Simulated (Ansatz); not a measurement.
**Band-structure calculation of SnSe**

System: SnSe (Pnma, 8 atoms in the cell).
Method: DFT, PBE, plane waves, PAW, no spin polarisation (Ansatz 0.2.0).

The structure derives from a Materials Project entry. The geometry comes from this level: r2SCAN (a point of a series of strains). It belongs to a series of runs on one base structure; here: hydrostatic strain -2.0%. Figures and captions count atoms from 1; the log counts them from 0 in places.

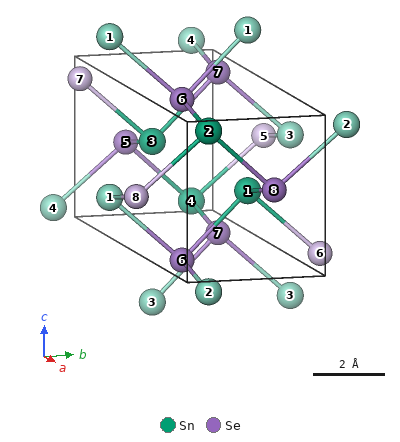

**Figure 1.** The structure (ball-and-stick view of the cell of the calculation, seen slightly off an axis; neighbours outside the cell are drawn fainter; atoms are numbered from 1 in the order of the input). An atom can appear more than once, as a periodic image.

The input:
```yaml
crystal:
  lattice:
    - [11.5044727694, 0.0, 0.0]
    - [0.0, 4.0468843501, 0.0]
    - [0.0, 0.0, 4.5943214213]
  atoms:
    - { symbol: Sn, position: [0.617199392, 0.75, 0.3842467466] }
    - { symbol: Sn, position: [0.882800608, 0.25, 0.8842467466] }
    - { symbol: Sn, position: [0.382800608, 0.25, 0.6157532534] }
    - { symbol: Sn, position: [0.117199392, 0.75, 0.1157532534] }
    - { symbol: Se, position: [0.1468752012, 0.25, 0.5146117289] }
    - { symbol: Se, position: [0.6468752012, 0.25, 0.9853882711] }
    - { symbol: Se, position: [0.3531247988, 0.75, 0.0146117289] }
    - { symbol: Se, position: [0.8531247988, 0.75, 0.4853882711] }
kpoints:
  mp_grid: { grid: [2, 6, 6] }
  band_path:
    path:
      - [0.0, 0.0, 0.0]
      - [0.5, 0.0, 0.0]
      - [0.5, 0.5, 0.0]
      - [0.0, 0.5, 0.0]
      - [0.0, 0.0, 0.5]
      - [0.5, 0.0, 0.5]
      - [0.5, 0.5, 0.5]
      - [0.0, 0.5, 0.5]
      - [0.0, 0.3333333333, 0.0]
      - [0.0, 0.0, 0.447917]
      - [0.0, 0.326823, 0.0]
    npoints: 1
hamiltonian:
  xc: pbe
scf:
  occupations: { method: fermi_dirac, width: 0.02 }
  n_extra_bands: 6
output:
  forces: true
  stress: true
  eigenvalues: true
  write_density: true
  write_potential: true
  elf: true
  volumetric_format: npy
```

Launch command:
```bash
ansatz run input.yaml --threads 2 --pin off --max-ram 20275MiB --backend cpu --events-out ev --progress --plain --runs-dir out
```

Log:
```
scf.n_extra_bands = 6 over 60 filled bands (N_el = 120.0): the run solves 66 bands
Engine: ansatz 0.2.0, x86_64-unknown-linux-gnu
Pseudopotentials: kind: paw
Pseudopotential: Sn, paw, valence charge 14, recommended cutoff 420 eV (normal), Sn.paw.azcp
Pseudopotential: Se, paw, valence charge 16, recommended cutoff 420 eV (normal), Se.paw.azcp
Functional definition: PBE
  parameter kappa = 0.804
  parameter beta = 0.06672455060314922
  exchange = pbe_x(kappa = kappa, mu = beta*pi^2/3)
  correlation = pbe_c(beta = beta)
Crystal: 8 atoms, lattice volume = 213.899 Å³
Basis set: ecut = 420 eV, 4197 PW (Γ), exchange–correlation on 160×60×64 points (8 copies of the dense FFT grid, shifted against one another)
Bands: 66, of which v1, the nominal top of the filled ones, is band 60 counted from 1 (59 counted from 0)
Symmetry: 8 space group operations
Space group: Pnma (ITA 62), of the structure as read, at distance tolerance 6.0e-5 Å
k-points: 32 of 72
Non-local potential: Sn, projectors of the file, l = 0: 2, l = 1: 2, l = 2: 2, l = 3: 2
Non-local potential: Se, projectors of the file, l = 0: 2, l = 1: 2, l = 2: 3, l = 3: 1
PAW form: soft (Blöchl's): semilocal exchange-correlation on the pseudo side does not see the compensation charge
PAW one-centre angular grid: Sn, 590 points (default); XC on 64 Gauss nodes
PAW one-centre angular grid: Se, 590 points (default); XC on 64 Gauss nodes
Initial density: superposition of atomic densities (neutral atoms: chi_scale 0, normalization atom), corrected by the library's trained network
Initial wavefunctions: pseudopotential atomic-orbital guess
Functional: x = pbe(κ = 0.804, μ = 0.2195149727645171), c = pbe(β = 0.06672455060314922)
SCF iter   1: F=—  HF=-45976.517577 eV  |F-HF|=—  |Δ(HF+E_count)|=         —  Δρ=1.35e-3  dr2=4.73e-3  ethr=1.77e-3  ⟨swp⟩=6.2  Hψ=8085  notcnv=0
preconditioner: auto → Resta (q_TF=auto, 2.478 Å⁻¹)  ε∞=3.1  [insulator: Δε(μ)=0.519 eV  Ē_g=15.738 eV  σ=0.020 eV  W_gap=1.00  n_scr=56 (ndim 8)  ℏωp=22.7 eV  f_vac=0.001  D(μ)=0.00/eV (n_scr^D=0)  ε∞_Penn≈3.1]
SCF iter   2: F=—  HF=-45976.514644 eV  |F-HF|=—  |Δ(HF+E_count)|=   2.93e-3  Δρ=6.95e-4  dr2=9.12e-4  ethr=3.94e-6  ⟨swp⟩=2.2  Hψ=4619  notcnv=0  defer=55
SCF iter   3: F=—  HF=-45976.514984 eV  |F-HF|=—  |Δ(HF+E_count)|=   3.40e-4  Δρ=2.87e-4  dr2=1.40e-4  ethr=7.60e-7  ⟨swp⟩=2.0  Hψ=3335  notcnv=0  defer=55
SCF iter   4: F=—  HF=-45976.515086 eV  |F-HF|=—  |Δ(HF+E_count)|=   1.03e-4  Δρ=8.93e-5  dr2=1.69e-5  ethr=1.16e-7  ⟨swp⟩=2.1  Hψ=2699  notcnv=0  defer=55
SCF iter   5: F=—  HF=-45976.515185 eV  |F-HF|=—  |Δ(HF+E_count)|=   9.88e-5  Δρ=2.05e-5  dr2=1.27e-6  ethr=1.41e-8  ⟨swp⟩=2.0  Hψ=3975  notcnv=0  defer=55
SCF iter   6: F=—  HF=-45976.515184 eV  |F-HF|=—  |Δ(HF+E_count)|=   7.66e-7  Δρ=1.01e-5  dr2=1.80e-7  ethr=1.06e-9  ⟨swp⟩=2.0  Hψ=3975  notcnv=0  defer=55
SCF iter   7: F=-45976.515184 eV  HF=-45976.515184 eV  |F-HF|=4.66e-9  |Δ(HF+E_count)|=   2.30e-7  Δρ=2.25e-6  dr2=1.03e-8  ethr=8.33e-11  ⟨swp⟩=12.7  Hψ=15104  notcnv=0
SCF 1 converged in 7 iterations: F = -45976.515184 eV  dr2 = 1.03e-8
  greatest PAW one-centre occupation: 1.000 electrons in one spin orbital (limit 2), on the Se atom at site 7 (counted from 0), in its partial waves of l = 2
NSCF: frozen V_eff on 11 k-points
SCF converged after 7 iterations
Free energy (F): -45976.515184 eV
Harris-Foulkes:  -45976.515184 eV  (|F-HF|=4.66e-9)
Internal energy: -45976.515184 eV  (E = F + TS)
E sigma→0 (E₀):  -45976.515184 eV
Entropy (-TS):   -0.000000 eV (-0.000 meV/atom)
Fermi energy:    9.256699 eV
--- Per-component energies (eV) ---
  E_band       = -1883.039603
  E_kinetic    = 1218.813318
  E_local      = -13356.017847  (includes V_loc(G=0)·N_el)
  E_nonlocal   = -2513.857941
  E_hartree    = 7038.655098
  E_xc         = -1950.733105
  E_vxc        = -780.419006  (∫ρ·V_xc dr)
  E_paw        = -24180.489201  (= ΣΔE_a)
  E_vpaw       = -528.867769  (= ΣTr[D̂ρ^β])
  E_aug_tail   = -0.002336  (compensation charges beyond the density's cutoff)
  E_ewald      = -12232.883171
  E_smearing   = -0.000000  (= −TS)
  E_closure    = -0.000000  (closes the sum)
  Σ components = -45976.515184   (vs F -45976.515184, Δ=0.00e0)
--- Forces (eV/Å), atoms counted from 1 ---
  atom   1  Sn    -0.16415538     0.00000000     0.16569083
  atom   2  Sn     0.16415538     0.00000000     0.16569083
  atom   3  Sn     0.16415538     0.00000000    -0.16569083
  atom   4  Sn    -0.16415538     0.00000000    -0.16569083
  atom   5  Se    -0.13133232     0.00000000     0.17952714
  atom   6  Se    -0.13133232     0.00000000    -0.17952714
  atom   7  Se     0.13133232     0.00000000     0.17952714
  atom   8  Se     0.13133232     0.00000000    -0.17952714
  max |Σ_I F_I| component: 2.78e-17 eV/Å
--- Stress (GPa, compression-positive) ---
        2.751643       0.000000       0.000000
        0.000000       3.762114       0.000000
        0.000000       0.000000       2.518932
  P = ⅓ Tr σ = 3.0109 GPa (30.109 kbar)
--- Band table (eV; the first three rows and the last of 32) ---
  k-point 0: bands = ["-38.4118", "-38.4117", "-38.4117", "-38.4116", "-38.4099", "-38.4099", "-38.4098", "-38.4097", "-38.3852", "-38.3851", "-38.3851", "-38.3849", "-38.3790", "-38.3789", "-38.3789", "-38.3787", "-38.3722", "-38.3721", "-38.3719", "-38.3719", "-12.3536", "-12.3371", "-12.3365", "-12.3268", "-12.3249", "-12.3217", "-12.3190", "-12.3172", "-12.3068", "-12.3067", "-12.3013", "-12.3006", "-12.2910", "-12.2892", "-12.2669", "-12.2641", "-12.2584", "-12.2561", "-12.2539", "-12.2467", "-4.8644", "-4.5423", "-3.8165", "-3.3572", "1.6985", "2.7053", "3.3367", "4.0791", "4.2049", "5.4479", "5.6414", "5.8370", "5.8765", "6.3275", "6.9392", "7.0008", "7.5448", "7.9274", "8.1632", "8.7040", "9.7372", "11.7619", "11.7833", "11.9448", "12.1235", "12.5044"]
  k-point 1: bands = ["-38.4118", "-38.4117", "-38.4117", "-38.4117", "-38.4099", "-38.4099", "-38.4098", "-38.4097", "-38.3852", "-38.3851", "-38.3851", "-38.3849", "-38.3790", "-38.3789", "-38.3789", "-38.3788", "-38.3722", "-38.3721", "-38.3719", "-38.3719", "-12.3519", "-12.3371", "-12.3364", "-12.3272", "-12.3259", "-12.3231", "-12.3191", "-12.3174", "-12.3066", "-12.3046", "-12.3018", "-12.2981", "-12.2914", "-12.2880", "-12.2672", "-12.2631", "-12.2595", "-12.2567", "-12.2534", "-12.2472", "-4.7581", "-4.4440", "-3.8170", "-3.3973", "1.3339", "2.5067", "2.7512", "3.5896", "4.2032", "5.6586", "6.0310", "6.2374", "6.4638", "6.5543", "7.0185", "7.3523", "7.5678", "7.8312", "8.3922", "8.6718", "9.8588", "10.9386", "11.8467", "11.9151", "11.9434", "12.1023"]
  k-point 2: bands = ["-38.4118", "-38.4117", "-38.4117", "-38.4117", "-38.4099", "-38.4099", "-38.4098", "-38.4098", "-38.3852", "-38.3851", "-38.3850", "-38.3850", "-38.3790", "-38.3789", "-38.3788", "-38.3788", "-38.3721", "-38.3721", "-38.3720", "-38.3719", "-12.3478", "-12.3392", "-12.3345", "-12.3289", "-12.3275", "-12.3260", "-12.3193", "-12.3181", "-12.3060", "-12.3030", "-12.2994", "-12.2927", "-12.2923", "-12.2868", "-12.2669", "-12.2621", "-12.2614", "-12.2580", "-12.2521", "-12.2485", "-4.4737", "-4.1787", "-3.8858", "-3.5497", "0.8950", "1.6875", "2.2128", "2.8662", "4.5633", "5.9521", "6.4470", "6.8239", "7.0146", "7.1271", "7.1855", "7.5248", "7.6432", "8.4933", "8.5176", "8.9941", "10.0423", "10.4926", "10.7075", "11.1294", "11.4503", "11.8749"]
  k-point 31: bands = ["-38.4118", "-38.4118", "-38.4118", "-38.4118", "-38.4097", "-38.4097", "-38.4097", "-38.4097", "-38.3851", "-38.3851", "-38.3851", "-38.3851", "-38.3789", "-38.3789", "-38.3789", "-38.3789", "-38.3719", "-38.3719", "-38.3719", "-38.3719", "-12.3470", "-12.3470", "-12.3470", "-12.3470", "-12.3157", "-12.3157", "-12.3157", "-12.3157", "-12.3032", "-12.3032", "-12.3032", "-12.3032", "-12.2753", "-12.2753", "-12.2753", "-12.2753", "-12.2499", "-12.2499", "-12.2499", "-12.2499", "-3.5228", "-3.5228", "-3.5228", "-3.5228", "2.1488", "2.1488", "2.1488", "2.1488", "4.4927", "4.4927", "4.4927", "4.4927", "5.2703", "5.2703", "5.2703", "5.2703", "7.5061", "7.5061", "7.5061", "7.5061", "11.4050", "11.4050", "11.4050", "11.4050", "13.5260", "13.5260"]
```

File v_z.tsv:
```
# z_ang	v_es[eV]	v_tot[eV]
# format = ansatz-planar-average/11
# xc	pbe
# density_cutoff_ev	1680
# datasets	Sn=:simpson_from_first_knot:soft	Se=:simpson_from_first_knot:soft
# lattice	11.504472769	0.000000000	0.000000000
# lattice	0.000000000	4.046884350	0.000000000
# lattice	0.000000000	0.000000000	4.594321421
# sites	8
# site	50	7.100553599	3.035163263	1.765353059
# site	50	10.156155556	1.011721088	4.062513770
# site	50	4.403919171	1.011721088	2.828968362
# site	50	1.348317214	3.035163263	0.531807652
# site	34	1.689721753	1.011721088	2.364291690
# site	34	7.441958137	1.011721088	4.527190442
# site	34	4.062514632	3.035163263	0.067130979
# site	34	9.814751017	3.035163263	2.230029732
0.000000	5.841910e0	-4.642069e0
0.143573	6.045013e0	-4.400430e0
0.287145	6.565014e0	-3.765645e0
0.430718	7.180844e0	-2.962608e0
0.574290	7.695210e0	-2.198494e0
0.717863	8.055624e0	-1.547198e0
0.861435	8.260704e0	-1.042206e0
1.005008	8.298878e0	-7.665233e-1
1.148580	8.276409e0	-6.993026e-1
1.292153	8.298878e0	-7.665233e-1
1.435725	8.260704e0	-1.042206e0
1.579298	8.055624e0	-1.547198e0
1.722871	7.695210e0	-2.198494e0
1.866443	7.180844e0	-2.962608e0
2.010016	6.565014e0	-3.765645e0
2.153588	6.045013e0	-4.400430e0
2.297161	5.841910e0	-4.642069e0
2.440733	6.045013e0	-4.400430e0
2.584306	6.565014e0	-3.765645e0
2.727878	7.180844e0	-2.962608e0
2.871451	7.695210e0	-2.198494e0
3.015023	8.055624e0	-1.547198e0
3.158596	8.260704e0	-1.042206e0
3.302169	8.298878e0	-7.665233e-1
3.445741	8.276409e0	-6.993026e-1
3.589314	8.298878e0	-7.665233e-1
3.732886	8.260704e0	-1.042206e0
3.876459	8.055624e0	-1.547198e0
4.020031	7.695210e0	-2.198494e0
4.163604	7.180844e0	-2.962608e0
4.307176	6.565014e0	-3.765645e0
4.450749	6.045013e0	-4.400430e0
```

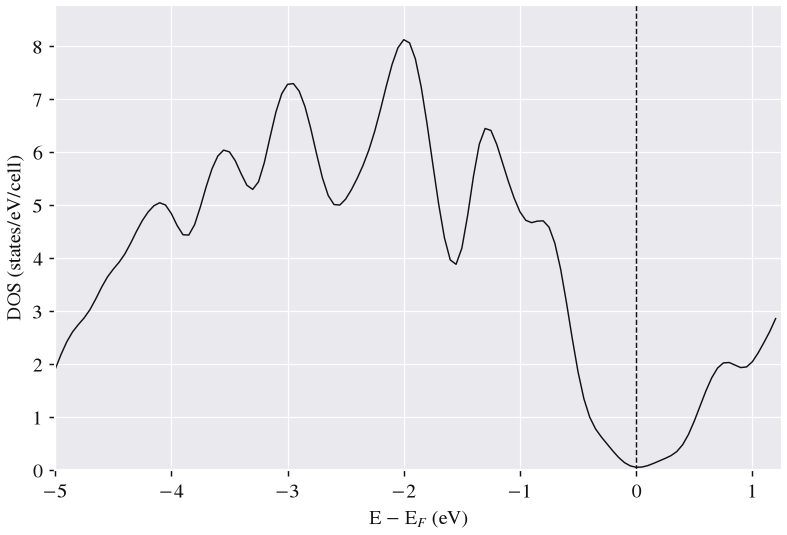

**Figure 2.** Density of states (the curve is built from the levels of the k mesh with Gaussians 0.3 eV wide, which also blur the band edges), with energies from the Fermi level. The curves stop near 1.2 eV above the Fermi level, where the computed bands end. Small ripples come from the finite k-point mesh.

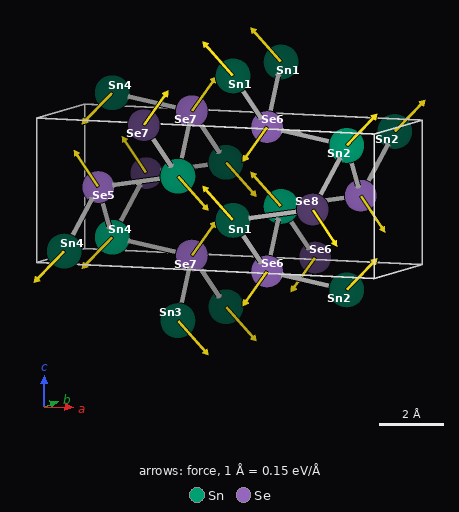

**Figure 3.** Forces on the atoms as yellow arrows (ball-and-stick view of the cell of the calculation, seen slightly off an axis; neighbours outside the cell are drawn fainter; atoms are numbered from 1 in the order of the input). The largest act on all 4 Sn atoms (0.23 eV/Å); all 4 Se atoms (0.22 eV/Å). The geometry is not a stationary point of this energy.

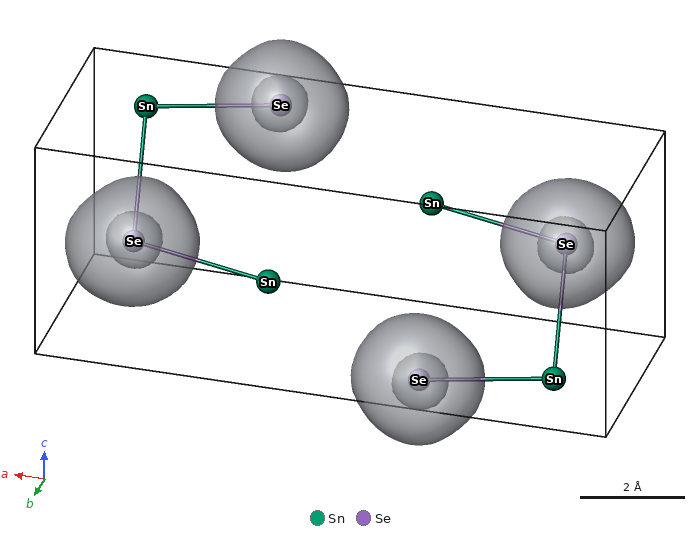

**Figure 4.** Isosurface of the ELF at 0.65 (grey), seen at an oblique angle. Only the valence region is drawn (cores and ρ < 0.01 e/Å³ removed). Sticks mark near contacts. The outline is the cell set on symmetry axes. Profiles from the grid: Sn–Se (2.75 Å): the ELF is about 0.55 at the midpoint. The fields are those of the smooth PAW valence density.

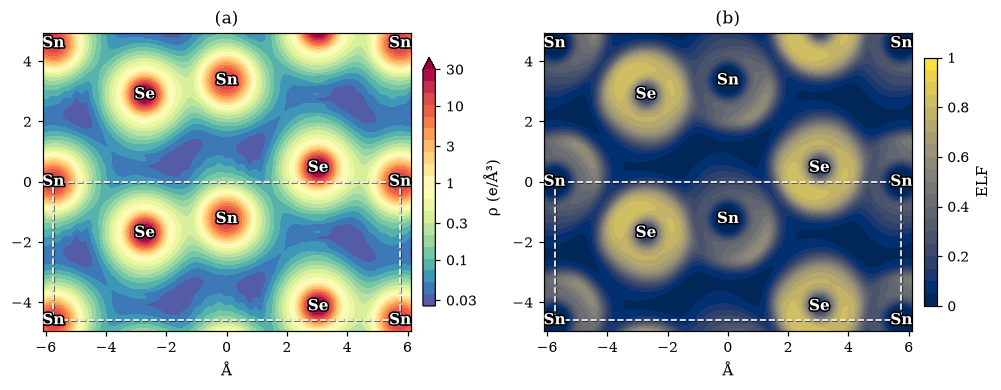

**Figure 5.** (a) valence charge density (pseudo); (b) electron localisation function on the (010) plane of the conventional cell. The section cuts through Sn and Se sites. Sn–Se (2.75 Å): the density is about 0.35 e/Å³ at the midpoint; the ELF is about 0.55 at the midpoint. Away from the nuclei the density in this plane falls to 0.03 e/Å³ at its lowest.

Summary:

```csv
quantity,value
outcome,converged
space group (tolerance 0.01 Å),Pnma (62)
electrons treated,120
free energy,−45976.5152 eV
Fermi energy,9.257 eV
band gap,0.49 eV
pressure,3.01 GPa
largest force (length of the vector),0.233 eV/Å
hardware,"2 threads of AMD EPYC (Zen 3), 144 GiB of memory available, shared host"
wall time,12 s (CPU time 24 s)
peak memory,0.93 GiB
```
